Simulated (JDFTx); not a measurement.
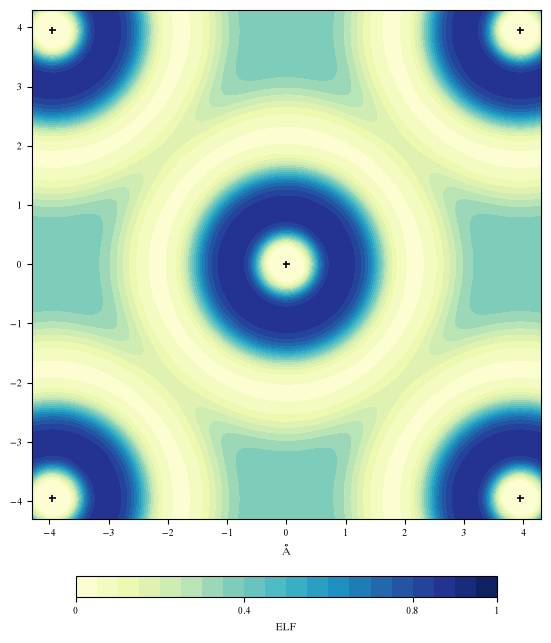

The electron localisation function on a plane through atoms (crosses mark nuclei in the plane).

The calculation used Kohn-Sham DFT of a periodic cell, PBE, PseudoDojo-SR-PBE-0.5-standard (JDFTx).

Candidates:
A. SnSe, a = 5.98 Å, b = 5.98 Å, c = 5.98 Å, α = 90.00°, β = 90.00°, γ = 90.00°. Space group Fm-3m; computed pressure about 2 GPa in this cell.
B. Cs, a = 7.90 Å, b = 7.90 Å, c = 7.90 Å, α = 90.00°, β = 90.00°, γ = 90.00°. Space group Fm-3m; a structure from a database of computed crystals, not necessarily the ambient phase.
C. Al, a = 2.81 Å, b = 2.83 Å, c = 2.85 Å, α = 60.85°, β = 62.00°, γ = 62.36°. Space group P-1; changed on purpose from its base cell (cell strained at random at fixed volume).

Which candidate gave the map?

Candidate B: Cs on the (100) plane of the conventional cell, which holds Cs. Cs–Cs (5.58 Å): the ELF is about 0.15 at the midpoint; no shared electron pair shows on this line.
